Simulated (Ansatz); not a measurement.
GaAs: single-point calculation (part 2 of 2)

The same run, continued: GaAs (F-43m, 32 atoms in the cell); DFT PBEsol, scalar-relativistic, plane waves, PAW, no spin polarisation (Ansatz 0.2.0); cutoff 420 eV, 3×3×3 k-mesh, Gaussian smearing of 0.02 eV. The structure derives from a Materials Project entry. It belongs to a series of runs on one base structure; here: the perfect crystal in a cell of 32 atoms.

## Output, continued
```
  k-point 1: bands = ["-27.1500", "-27.1500", "-27.1499", "-27.1494", "-27.1494", "-27.1494", "-27.1493", "-27.1493", "-27.1493", "-27.1493", ... 59 levels left out ..., "-27.1392", "-27.1391", "-27.1391", "-27.1391", "-27.1391", "-27.1390", "-27.1390", "-27.1390", "-27.1387", "-27.1387", "-27.1387", "-6.8678", "-6.8651", "-6.8651", "-6.8556", "-6.8485", "-6.8485", "-6.8485", "-6.8485", "-6.8476", "-6.8476", "-6.8313", "-6.8313", "-6.8313", "-6.8313", "-6.8110", "-6.7774", "-6.7571", "-6.7549",
      "-6.7478", "-6.7444", "-6.7412", "-6.7412", "-6.7412", "-6.7412", "-6.7384", "-6.7384", "-6.7384", "-6.7384", "-6.7358", "-6.7358", "-6.7358", "-6.7358", "-6.7332", "-6.7332", "-6.7304", "-6.7291", "-6.7291", "-6.7291", "-6.7291", "-6.7266", "-6.7266", "-6.7230", "-6.7194", "-6.7187", "-6.7187", "-6.7164", "-6.7164", "-6.7143", "-6.7023", "-6.7023", "-6.7012", "-6.6923", "-6.6923", "-6.6902", "-6.6860", "-6.6860", "-6.6860", "-6.6860",
      "-6.6858", "-6.6858", "-6.6858", "-6.6858", "-6.6848", "-6.6830", "-6.6812", "-6.6800", "-6.6793", "-6.6793", "-6.6793", "-6.6793", "-6.6789", "-6.6777", "-6.6777", "-6.6777", "-6.6777", "-6.6761", "-6.6761", "-6.6725", "-6.6716", "-6.6716", "-4.5014", "-3.9002", "-3.3867", "-3.3867", "-3.3867", "-3.3867", "-2.9082", "-2.9082", "-2.6844", "-2.6844", "-2.6844", "-2.6844", "-2.4911", "-2.4911", "-2.4055", "-2.2066", "1.2783", "1.5541",
      "1.6248", "1.6248", "1.6582", "1.6582", "1.6582", "1.6582", "2.2043", "2.2043", "2.6099", "2.6099", "2.6099", "2.6099", "3.8805", "4.0239", "4.5345", "4.6738", "4.6738", "4.6738", "4.6738", "4.7887", "4.7887", "5.1453", "5.1453", "5.3370", "5.3370", "5.5260", "5.7376", "5.7376", "5.7376", "5.7376", "5.9107", "5.9386", "5.9591", "5.9591", "6.0588", "6.2291", "6.2291", "6.2291", "6.2291", "6.8107",
      "6.8107", "6.8107", "6.8107", "7.3300", "7.4917", "7.9032", "9.6684", "9.8471", "9.9079", "9.9079", "10.1789", "10.4025", "10.4025", "10.4606", "10.4606", "10.4606", "10.4606", "10.5503", "10.8500", "10.8500", "10.8500", "10.8500", "11.1409", "11.3966", "11.3966", "11.7854", "11.8067", "11.8067", "11.9299", "12.1647", "12.1647", "12.1647", "12.1647", "12.3985", "12.3985", "12.3985", "12.3985", "12.4348", "12.5663", "12.6629",
      "13.0301", "13.0301", "13.4737", "13.4737", "13.4737", "13.4737", "13.5973", "13.8292", "14.1828", "14.1828", "14.1828"]
  k-point 2: bands = ["-27.1497", "-27.1497", "-27.1497", "-27.1495", "-27.1495", "-27.1495", "-27.1495", "-27.1495", "-27.1495", "-27.1494", ... 59 levels left out ..., "-27.1391", "-27.1391", "-27.1389", "-27.1389", "-27.1389", "-27.1389", "-27.1389", "-27.1389", "-27.1389", "-27.1389", "-27.1389", "-6.8579", "-6.8579", "-6.8579", "-6.8579", "-6.8579", "-6.8579", "-6.8484", "-6.8484", "-6.8484", "-6.8462", "-6.8462", "-6.8462", "-6.8238", "-6.8027", "-6.8027", "-6.8027", "-6.7495", "-6.7495",
      "-6.7495", "-6.7477", "-6.7477", "-6.7477", "-6.7448", "-6.7448", "-6.7371", "-6.7371", "-6.7371", "-6.7330", "-6.7330", "-6.7330", "-6.7297", "-6.7297", "-6.7297", "-6.7288", "-6.7288", "-6.7288", "-6.7288", "-6.7288", "-6.7288", "-6.7266", "-6.7266", "-6.7266", "-6.7207", "-6.7207", "-6.7207", "-6.7207", "-6.7207", "-6.7207", "-6.6957", "-6.6957", "-6.6957", "-6.6938", "-6.6938", "-6.6938", "-6.6938", "-6.6938", "-6.6938", "-6.6857",
      "-6.6857", "-6.6857", "-6.6850", "-6.6850", "-6.6850", "-6.6803", "-6.6803", "-6.6795", "-6.6795", "-6.6795", "-6.6768", "-6.6768", "-6.6768", "-6.6759", "-6.6759", "-6.6759", "-6.6759", "-6.6759", "-6.6759", "-6.6739", "-6.6739", "-6.6739", "-4.0933", "-4.0933", "-4.0933", "-3.5695", "-3.0348", "-3.0348", "-3.0348", "-2.8221", "-2.8221", "-2.8221", "-2.4268", "-2.4268", "-2.4268", "-2.4268", "-2.4268", "-2.4268", "1.5482", "1.5482",
      "1.5482", "1.5482", "1.5482", "1.5482", "1.6136", "1.6136", "1.6136", "2.3498", "2.3498", "2.3498", "2.6203", "4.2559", "4.2559", "4.2559", "4.4203", "4.4203", "4.4203", "4.4203", "4.4203", "4.4203", "5.2890", "5.2890", "5.2890", "5.3638", "5.3638", "5.3638", "5.6324", "5.6324", "5.6324", "5.6324", "5.6324", "5.6324", "5.9501", "5.9501", "5.9501", "6.3763", "6.3763", "6.3763", "7.0556", "7.0556",
      "7.0556", "7.0913", "7.0913", "7.1158", "7.1158", "7.1158", "9.1600", "10.0967", "10.0967", "10.0967", "10.1061", "10.1061", "10.1061", "10.2785", "10.2785", "10.2785", "10.4789", "10.4789", "10.4789", "10.4789", "10.4789", "10.4789", "11.6272", "11.6272", "11.6272", "11.8158", "11.8158", "11.8158", "12.4169", "12.4169", "12.4169", "12.6569", "12.6569", "12.6569", "12.6569", "12.6569", "12.6569", "12.6769", "12.6769", "13.0615",
      "13.0615", "13.0615", "13.5287", "13.5287", "13.5287", "13.7542", "13.7542", "13.7542", "14.0255", "14.0255", "14.0255"]
  k-point 3: bands = ["-27.1500", "-27.1497", "-27.1497", "-27.1497", "-27.1497", "-27.1496", "-27.1496", "-27.1496", "-27.1491", "-27.1491", ... 59 levels left out ..., "-27.1390", "-27.1390", "-27.1390", "-27.1390", "-27.1389", "-27.1389", "-27.1389", "-27.1389", "-27.1388", "-27.1388", "-27.1388", "-6.8642", "-6.8642", "-6.8577", "-6.8577", "-6.8577", "-6.8577", "-6.8506", "-6.8410", "-6.8410", "-6.8410", "-6.8410", "-6.8258", "-6.8258", "-6.8258", "-6.8258", "-6.7958", "-6.7487", "-6.7487",
      "-6.7403", "-6.7403", "-6.7403", "-6.7403", "-6.7398", "-6.7398", "-6.7398", "-6.7398", "-6.7386", "-6.7386", "-6.7386", "-6.7386", "-6.7369", "-6.7369", "-6.7369", "-6.7369", "-6.7310", "-6.7310", "-6.7310", "-6.7310", "-6.7244", "-6.7244", "-6.7240", "-6.7240", "-6.7189", "-6.7189", "-6.7189", "-6.7189", "-6.7158", "-6.7158", "-6.7005", "-6.6967", "-6.6967", "-6.6918", "-6.6918", "-6.6918", "-6.6918", "-6.6913", "-6.6913", "-6.6913",
      "-6.6913", "-6.6872", "-6.6794", "-6.6794", "-6.6794", "-6.6794", "-6.6789", "-6.6789", "-6.6789", "-6.6789", "-6.6787", "-6.6786", "-6.6786", "-6.6786", "-6.6786", "-6.6761", "-6.6761", "-6.6761", "-6.6761", "-6.6752", "-6.6752", "-6.6726", "-4.2902", "-3.7022", "-3.7022", "-3.7022", "-3.7022", "-3.1598", "-2.9852", "-2.9852", "-2.9852", "-2.9852", "-2.3004", "-2.3004", "-2.3004", "-2.3004", "-2.1730", "-2.1730", "1.3298", "1.3298",
      "1.5019", "1.5019", "1.5019", "1.5019", "1.5542", "1.5542", "1.5542", "1.5542", "2.6490", "3.6124", "3.6124", "3.6124", "3.6124", "4.2091", "4.2091", "4.2091", "4.2091", "4.6553", "4.6553", "4.7978", "4.7978", "5.2630", "5.2630", "5.2630", "5.2630", "5.2836", "5.7872", "5.7872", "5.9502", "5.9502", "5.9502", "5.9502", "6.2013", "6.2013", "6.2013", "6.2013", "6.5351", "6.5351", "6.5351", "6.5351",
      "6.8561", "6.8561", "6.8561", "6.8561", "7.0022", "7.0022", "9.5107", "9.5865", "9.5865", "9.5865", "9.5865", "10.4841", "10.5038", "10.5038", "10.5038", "10.5038", "10.5777", "11.0555", "11.2055", "11.2055", "11.3443", "11.3443", "11.3443", "11.3443", "11.4138", "11.4138", "11.7411", "11.7411", "11.7411", "11.7411", "12.5035", "12.5035", "12.5035", "12.5035", "12.8075", "12.8075", "12.8075", "12.8075", "13.0386", "13.0386",
      "13.0386", "13.0386", "13.2659", "13.2659", "13.3017", "13.3017", "13.3017", "13.3017", "13.6600", "13.6600", "13.6600"]
```

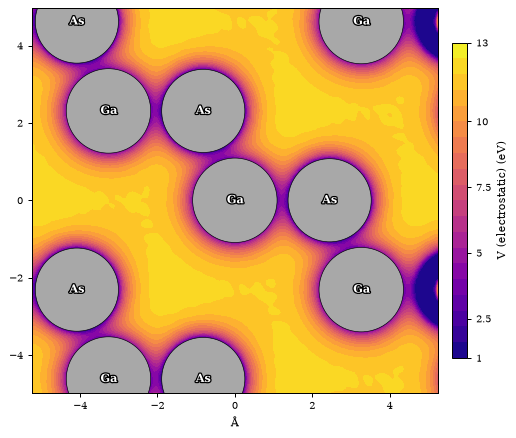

*Electrostatic potential (local pseudopotential plus Hartree) felt by an electron on the (100) plane of the calculation cell. Grey discs, where drawn, cover atomic cores.*

Atoms in the plane: Ga and As. Outside the cores the potential energy rises away from the atoms and is highest about 2.3 Å from the nearest atoms; outside the discs it spans about 11 eV, and its zero is arbitrary. The fields are those of the smooth PAW valence density.

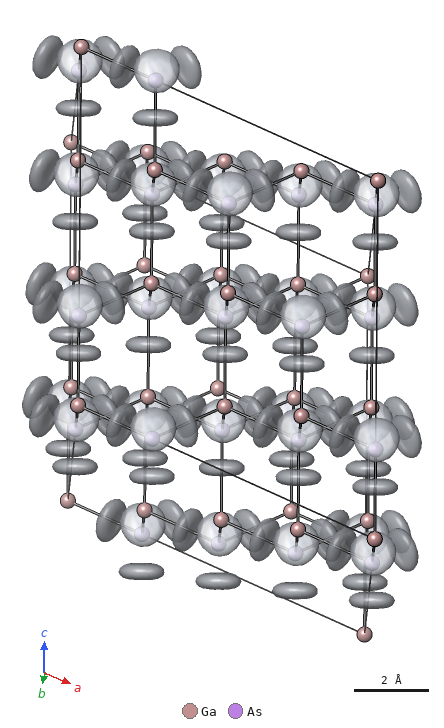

*Isosurface of the ELF at 0.7 (grey), seen at an oblique angle. Core shells and regions of very low density are left out. Sticks mark near contacts. The outline is the calculation cell.*

Along the contacts the grid gives the following. Ga–As (2.45 Å): the ELF peaks at about 0.80 between the atoms, as expected for localised, shared-pair bonding.
